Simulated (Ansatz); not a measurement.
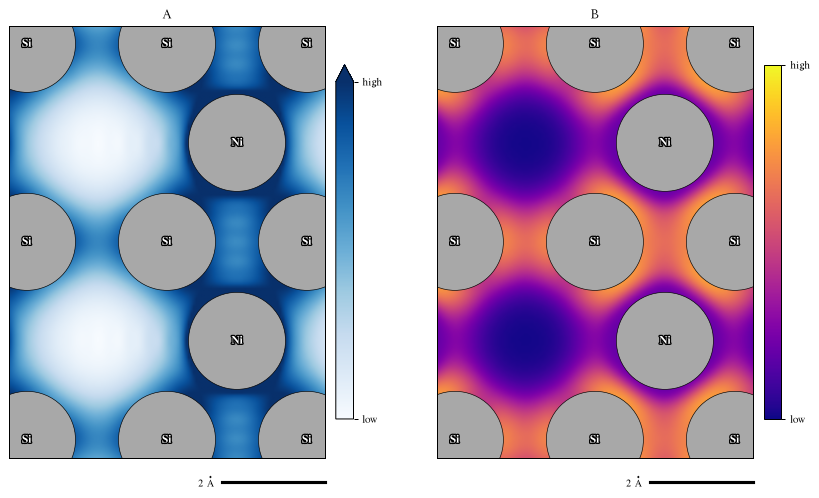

Si2Ni: 2 fields on the (001) plane of the calculation cell, with unlabelled colour scales. Grey discs cover the atomic cores.

Space group Fm-3m; computed without spin polarisation.

These are results of DFT PBE, scalar-relativistic, plane waves, PAW (Ansatz 0.2.0), not measurements.

Which field does each panel show? The fields are: electron localisation function and valence pseudo-density.

Panel A: valence pseudo-density. Panel B: electron localisation function. From the grid: Si–Ni (2.36 Å): ρ is about 0.46 e/Å³ halfway; the ELF peaks at about 0.80 in the valence shell of Si, 0.9 Å from its nucleus, and is about 0.55 at the midpoint.
